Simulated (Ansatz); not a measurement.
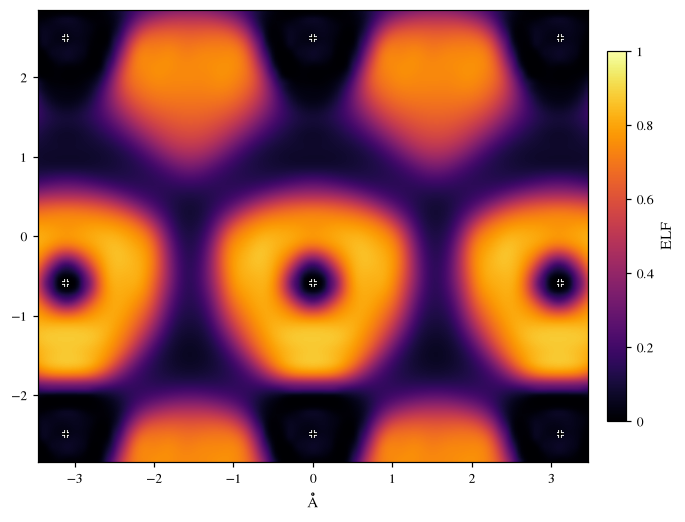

The ELF on a plane through atoms (crosses mark nuclei in the plane).

All numbers below come from DFT PBEsol, scalar-relativistic, plane waves, PAW in Ansatz.

Candidates:
A. AlN, a = 3.11 Å, b = 3.11 Å, c = 4.98 Å, α = 90.00°, β = 90.00°, γ = 120.00°. Space group P6₃mc; a generated structure, not necessarily the stable one.
B. AlNi$_{3}$, a = 3.57 Å, b = 3.57 Å, c = 3.57 Å, α = 90.00°, β = 90.00°, γ = 90.00°. Space group Pm-3m; computed pressure about −8 GPa in this cell; spin-polarised.

**Which candidate gave the map?**

Candidate A: AlN on the (100) plane of the conventional cell, which holds Al and N. Al–N (1.90 Å): the ELF peaks at about 0.90 in the valence shell of N, 0.7 Å from its nucleus, and is about 0.90 at the midpoint.
